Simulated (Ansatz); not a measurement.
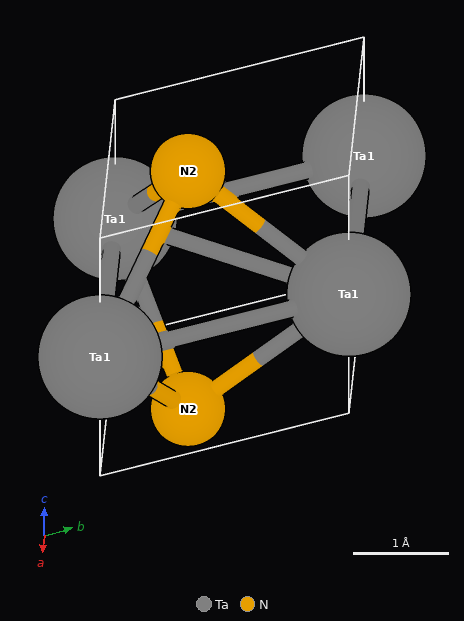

The structure of run A (ball-and-stick view of the cell of the calculation, seen at an oblique angle; atoms are numbered from 1 in the order of the input).

**TaN: a changed input and its effect**

System: TaN (2 atoms in the cell).
Method of run A: DFT, PBEsol, plane waves, PAW, no spin polarisation (Ansatz 0.2.0).

The structure derives from an entry of the Crystallography Open Database. Text and figures count atoms from 1; the logs count them from 0 in places.

Input file, run A:
```yaml
crystal:
  lattice:
    - [2.93799999999, 0.0, 0.0]
    - [-1.469, 2.54438263631, 0.0]
    - [0.0, 0.0, 2.883]
  atoms:
    - { symbol: Ta, position: [0.0, 0.0, 0.5] }
    - { symbol: "N", position: [0.666666666667, 0.333333333333, 0.0] }
kpoints:
  mp_grid: { grid: [12, 12, 12] }
scf:
  occupations: { method: tetrahedron_uncorrected }
hamiltonian:
  xc: pbesol
  pseudopotentials: { kind: paw }
relax:
  f_tol: 0.002
  max_steps: 80
  cell: {}
output:
  forces: true
  stress: true
```

Launched with:
```bash
ansatz run input.yaml --threads 1 --pin off --max-ram 3072MiB --backend cpu --events-out ev --progress --plain --runs-dir out
```

Hardware: 1 thread of Intel Xeon (Granite Rapids), 32 GiB of memory available, shared host.

Output, shortened to warnings, some set-up lines, iterations and results (run A):
```
Warning: relax: with tetrahedron occupations the Hellmann–Feynman forces and the energy need not agree along the walk (scf.occupations.method in the input reference, under Limitations); prefer a smearing scheme for the relaxation and re-run the relaxed geometry with tetrahedron occupations for the final energies/DOS
Basis set: ecut = 420 eV, 405 PW (Γ), exchange–correlation on 40×40×40 points (8 copies of the dense FFT grid, shifted against one another)
Symmetry: 12 space group operations
k-points: 133 of 1728 (time reversal used)
Initial density: superposition of atomic densities (neutral atoms: chi_scale 0, normalization atom), corrected by the library's trained network
[...]
SCF iter   1: F=—  HF=-10187.651388 eV  |F-HF|=—  |Δ(HF+E_count)|=         —  Δρ=1.71e-2  dr2=5.97e-2  ethr=1.77e-3  ⟨swp⟩=6.1  Hψ=9064  notcnv=0
SCF iter   2: F=—  HF=-10187.639114 eV  |F-HF|=—  |Δ(HF+E_count)|=   1.23e-2  Δρ=4.76e-3  dr2=2.41e-3  ethr=3.32e-4  ⟨swp⟩=2.0  Hψ=3285  notcnv=0
SCF iter   3: F=—  HF=-10187.639054 eV  |F-HF|=—  |Δ(HF+E_count)|=   5.93e-5  Δρ=1.90e-3  dr2=2.93e-4  ethr=1.34e-5  ⟨swp⟩=2.3  Hψ=2491  notcnv=0
SCF iter   4: F=—  HF=-10187.639100 eV  |F-HF|=—  |Δ(HF+E_count)|=   4.62e-5  Δρ=9.61e-5  dr2=8.06e-7  ethr=1.63e-6  ⟨swp⟩=2.5  Hψ=2559  notcnv=0
SCF iter   5: F=—  HF=-10187.639122 eV  |F-HF|=—  |Δ(HF+E_count)|=   2.17e-5  Δρ=2.30e-5  dr2=6.81e-8  ethr=4.48e-9  ⟨swp⟩=2.7  Hψ=3542  notcnv=0
[... 38 lines ...]
SCF iter   3: F=—  HF=-10187.643711 eV  |F-HF|=—  |Δ(HF+E_count)|=  1.60e-10  Δρ=7.93e-7  dr2=9.98e-11  ethr=1.54e-12  ⟨swp⟩=2.1  Hψ=2792  notcnv=0
SCF iter   4: F=—  HF=-10187.643711 eV  |F-HF|=—  |Δ(HF+E_count)|=  3.27e-11  Δρ=4.49e-7  dr2=4.48e-11  ethr=1.00e-12  ⟨swp⟩=2.1  Hψ=2903  notcnv=0
SCF iter   5: F=-10187.643711 eV  HF=-10187.643711 eV  |F-HF|=1.82e-12  |Δ(HF+E_count)|=  1.09e-11  Δρ=8.92e-8  dr2=1.55e-12  ethr=1.00e-12  ⟨swp⟩=4.9  Hψ=7637  notcnv=0
SCF 7 converged in 5 iterations: F = -10187.643711 eV  dr2 = 1.55e-12
relax step   7: F+E_penalty+E_count = -10187.64371131 eV  Δ(F+E_penalty+E_count) = +4.223e-6 eV  max|allowed force component| = 7.401e-17 eV/Å  Δτ_max = 0.0000 Å  P = -0.001 …
basis re-selected at this cell: Δ(F+E_penalty+E_count) = +4.223e-6 eV, ΔP = -0.000 GPa vs the last step (what re-selecting the basis moved, of the pressure what is left beyond the Pulay correction that the steps carried, after the strain that the cell walked since its last selection, with what the …
SCF converged after 5 iterations
Free energy (F): -10187.643711 eV
Harris-Foulkes:  -10187.643711 eV  (|F-HF|=1.82e-12)
Internal energy: -10187.643631 eV  (E = F + TS)
E sigma→0 (E₀):  -10187.643711 eV
Entropy (-TS):   -0.000080 eV (-0.040 meV/atom)
Fermi energy:    20.376819 eV
--- Per-component energies (eV) ---
  E_band       = -49.172375
  E_kinetic    = 499.966337
  E_local      = -595.488437  (includes V_loc(G=0)·N_el)
  E_nonlocal   = 62.700703
  E_hartree    = 200.444285
  E_xc         = -278.241520
  E_vxc        = -282.106300  (∫ρ·V_xc dr)
  E_paw        = -8395.497792  (= ΣΔE_a)
  E_vpaw       = -135.133417  (= ΣTr[D̂ρ^β])
  E_aug_tail   = 0.000177  (compensation charges beyond the density's cutoff)
  E_ewald      = -1681.769131
  E_core_change = 0.241745  (= ΣΔE_core)
  E_smearing   = -0.000080  (= −TS)
  E_closure    = 0.000000  (closes the sum)
  Σ components = -10187.643711   (vs F -10187.643711, Δ=0.00e0)
--- Forces (eV/Å), atoms counted from 1 ---
  atom   1  Ta     0.00000000     0.00000000     0.00000000
  atom   2  N      0.00000000     0.00000000     0.00000000
  max |Σ_I F_I| component: 4.44e-16 eV/Å
--- Stress (GPa, compression-positive) ---
       -0.000825       0.000000       0.000000
       -0.000000      -0.000825       0.000000
        0.000000       0.000000      -0.000651
  P = ⅓ Tr σ = -0.0008 GPa (-0.008 kbar)
--- Relaxed structure (5 steps of the walk, 5 accepted, 2 SCFs on fresh bases) ---
  F+E_penalty+E_count = -10187.64371131 eV   max|allowed force component| = 7.401e-17 eV/Å   (the final SCF, on the basis selected at the relaxed cell)
  cell:  # Å, volume = 21.2559 Å³
    - [2.9240394342046594, 2.8731267554666533e-12, 0.0]
    - [-1.462019717104818, 2.5322924316872752, 0.0]
    - [0.0, 0.0, 2.8706710898891155]
  atoms:
    - { symbol: Ta, position: [0.0, 3.7007434154163464e-17, 0.4999999999999999] }
    - { symbol: N, position: [0.6666666666666667, 0.33333333333333326, 0.0] }
```

The input of run B differs as follows (lines with − go, lines with + come):
```diff
-  occupations: { method: tetrahedron_uncorrected }
+  occupations: { method: fermi_dirac, width: 0.05 }
+  write_density: true
+  write_potential: true
+  elf: true
+  volumetric_format: npy
```

How does run B compare with run A?

The free energy of run B is 0.5 meV per atom lower, which measures how much it depends on this numerical setting. The SCF takes 46 iterations over all geometry steps against 34.

Output, shortened to warnings, some set-up lines, iterations and results (run B):
```
Basis set: ecut = 420 eV, 405 PW (Γ), exchange–correlation on 40×40×40 points (8 copies of the dense FFT grid, shifted against one another)
Symmetry: 12 space group operations
k-points: 133 of 1728 (time reversal used)
Initial density: superposition of atomic densities (neutral atoms: chi_scale 0, normalization atom), corrected by the library's trained network
[...]
SCF iter   1: F=—  HF=-10187.652516 eV  |F-HF|=—  |Δ(HF+E_count)|=         —  Δρ=1.72e-2  dr2=6.03e-2  ethr=1.77e-3  ⟨swp⟩=6.0  Hψ=8874  notcnv=0
SCF iter   2: F=—  HF=-10187.641260 eV  |F-HF|=—  |Δ(HF+E_count)|=   1.13e-2  Δρ=5.70e-3  dr2=6.68e-3  ethr=3.35e-4  ⟨swp⟩=2.0  Hψ=3241  notcnv=0
SCF iter   3: F=—  HF=-10187.640117 eV  |F-HF|=—  |Δ(HF+E_count)|=   1.14e-3  Δρ=8.54e-4  dr2=7.23e-5  ethr=3.71e-5  ⟨swp⟩=2.3  Hψ=2259  notcnv=0
SCF iter   4: F=—  HF=-10187.640148 eV  |F-HF|=—  |Δ(HF+E_count)|=   3.03e-5  Δρ=1.36e-4  dr2=1.48e-6  ethr=4.01e-7  ⟨swp⟩=2.2  Hψ=2279  notcnv=0
SCF iter   5: F=-10187.640148 eV  HF=-10187.640148 eV  |F-HF|=8.88e-9  |Δ(HF+E_count)|=   7.16e-7  Δρ=1.53e-5  dr2=1.45e-8  ethr=8.20e-9  ⟨swp⟩=2.7  Hψ=2706  notcnv=0
[... 50 lines ...]
SCF iter   6: F=-10187.644744 eV  HF=-10187.644744 eV  |F-HF|=1.82e-12  |Δ(HF+E_count)|=  1.82e-12  Δρ=2.20e-8  dr2=1.01e-13  ethr=1.00e-12  ⟨swp⟩=1.0  Hψ=1729  notcnv=0
SCF iter   7: F=-10187.644744 eV  HF=-10187.644744 eV  |F-HF|=3.64e-12  |Δ(HF+E_count)|=  1.82e-12  Δρ=2.14e-9  dr2=4.73e-16  ethr=1.00e-12  ⟨swp⟩=1.0  Hψ=1729  notcnv=0
SCF iter   8: F=-10187.644744 eV  HF=-10187.644744 eV  |F-HF|=7.28e-12  |Δ(HF+E_count)|=  3.64e-12  Δρ=4.47e-10  dr2=2.78e-17  ethr=1.00e-12  ⟨swp⟩=2.8  Hψ=4838  notcnv=0
SCF 7 converged in 8 iterations: F = -10187.644744 eV  dr2 = 2.78e-17
relax step   7: F+E_penalty+E_count = -10187.64474367 eV  Δ(F+E_penalty+E_count) = +1.576e-5 eV  max|allowed force component| = 5.551e-17 eV/Å  Δτ_max = 0.0000 Å  P = -0.001 …
basis re-selected at this cell: Δ(F+E_penalty+E_count) = +1.576e-5 eV, ΔP = -0.000 GPa vs the last step (what re-selecting the basis moved, of the pressure what is left beyond the Pulay correction that the steps carried, after the strain that the cell walked since its last selection, with what the …
SCF converged after 8 iterations
Free energy (F): -10187.644744 eV
Harris-Foulkes:  -10187.644744 eV  (|F-HF|=7.28e-12)
Internal energy: -10187.644253 eV  (E = F + TS)
E sigma→0 (E₀):  -10187.644498 eV
Entropy (-TS):   -0.000491 eV (-0.245 meV/atom)
Fermi energy:    20.425116 eV
--- Per-component energies (eV) ---
  E_band       = -49.156107
  E_kinetic    = 499.966815
  E_local      = -595.456984  (includes V_loc(G=0)·N_el)
  E_nonlocal   = 62.702335
  E_hartree    = 200.436408
  E_xc         = -278.242135
  E_vxc        = -282.107095  (∫ρ·V_xc dr)
  E_paw        = -8395.498204  (= ΣΔE_a)
  E_vpaw       = -135.134171  (= ΣTr[D̂ρ^β])
  E_aug_tail   = 0.000177  (compensation charges beyond the density's cutoff)
  E_ewald      = -1681.794411
  E_core_change = 0.241745  (= ΣΔE_core)
  E_smearing   = -0.000491  (= −TS)
  E_closure    = 0.000000  (closes the sum)
  Σ components = -10187.644744   (vs F -10187.644744, Δ=0.00e0)
--- Forces (eV/Å), atoms counted from 1 ---
  atom   1  Ta     0.00000000     0.00000000     0.00000000
  atom   2  N     -0.00000000     0.00000000     0.00000000
  max |Σ_I F_I| component: 1.11e-16 eV/Å
--- Stress (GPa, compression-positive) ---
       -0.000914       0.000000       0.000000
        0.000000      -0.000914       0.000000
        0.000000       0.000000      -0.000654
  P = ⅓ Tr σ = -0.0008 GPa (-0.008 kbar)
--- Relaxed structure (5 steps of the walk, 5 accepted, 2 SCFs on fresh bases) ---
  F+E_penalty+E_count = -10187.64474367 eV   max|allowed force component| = 5.551e-17 eV/Å   (the final SCF, on the basis selected at the relaxed cell)
  cell:  # Å, volume = 21.2553 Å³
    - [2.9238509957280394, 2.8729412737421846e-12, 0.0]
    - [-1.4619254978665077, 2.532129239179472, 0.0]
    - [0.0, 0.0, 2.8709481925958436]
  atoms:
    - { symbol: Ta, position: [3.0814879110195774e-33, 3.700743415416347e-17, 0.5] }
    - { symbol: N, position: [0.666666666666667, 0.3333333333333333, 0.0] }
```

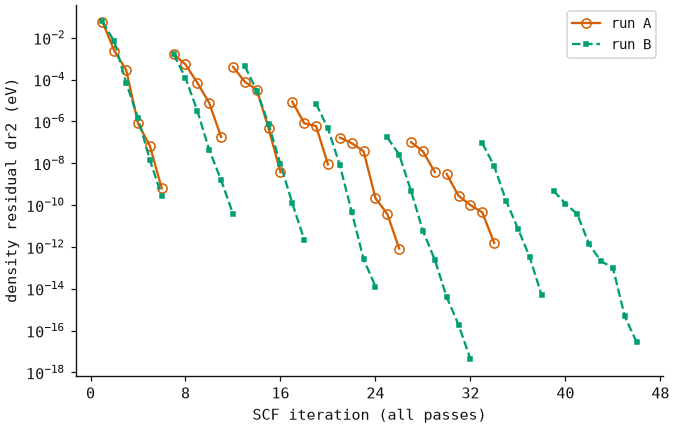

Convergence of the two runs: density residual dr2 against the SCF iteration. A break in a curve parts two SCF passes. Run A takes 34 iterations in all, and run B takes 46.

The two runs side by side:

| quantity | run A | run B |
| --- | --- | --- |
| outcome | converged | converged |
| free energy per atom (eV) | −5093.8219 | −5093.8224 |
| pressure (GPa) | 0.00 | 0.00 |
| largest force (eV/Å) | 0.000 | 0.000 |
| SCF iterations | 34 | 46 |
| irreducible k-points | 133 | 133 |
| wall time (shared host) | 11 s | 12 s |

For both runs: Spin–orbit coupling is left out, which matters for Ta.
